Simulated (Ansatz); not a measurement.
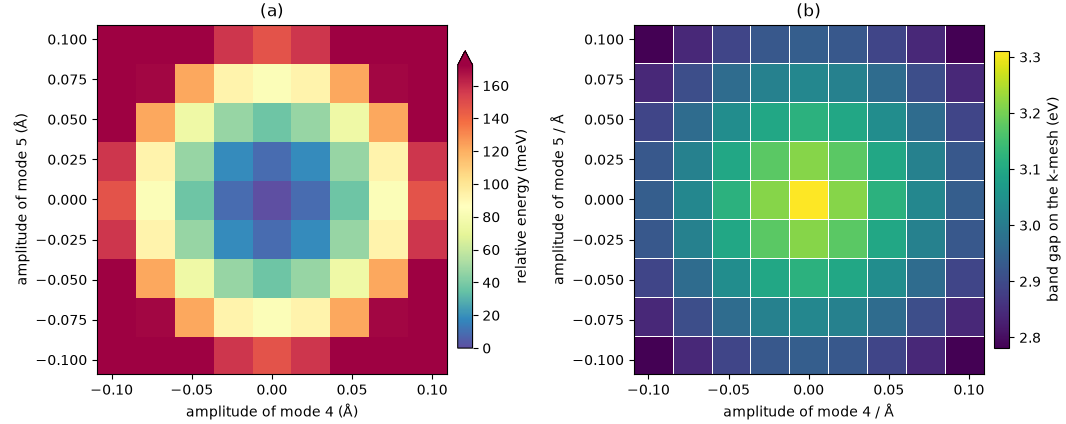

AlN (F-43m, No. 216; 2 atoms in the cell). The energy is mapped over two normal modes frozen in (zone-centre modes of the 2-atom cell of this scan). Coordinates scanned: (1) amplitude of mode 4 (635 cm⁻¹), largest displacement; (2) amplitude of mode 5 (635 cm⁻¹), largest displacement. Nothing is relaxed (the cell and all other modes fixed). The scan uses a 9 × 9 grid; 15 points were computed and 66 follow by symmetry. Points are written as (first, second). All energies are given in meV per cell relative to the lowest grid point. Level of theory: Ansatz, DFT PBE, scalar-relativistic, plane waves, PAW. Settings: cutoff 520 eV, k-mesh 10×10×10, gaussian smearing 0.05 eV, no spin polarisation.

Panel (a) is the energy; panel (b) is the computed band gap on the k-mesh, in eV.

Drawn: one coloured cell a grid point, one colour for all values above the top of the scale.

How does the band gap on the k-mesh vary over the map, and what is it at the lowest grid point?

It runs from 2.78 eV at (−0.097 Å, −0.097 Å) to 3.31 eV at (0.000 Å, 0.000 Å). At the lowest grid point, (0.000 Å, 0.000 Å), it is 3.31 eV.

PAW datasets: the set soft_1.
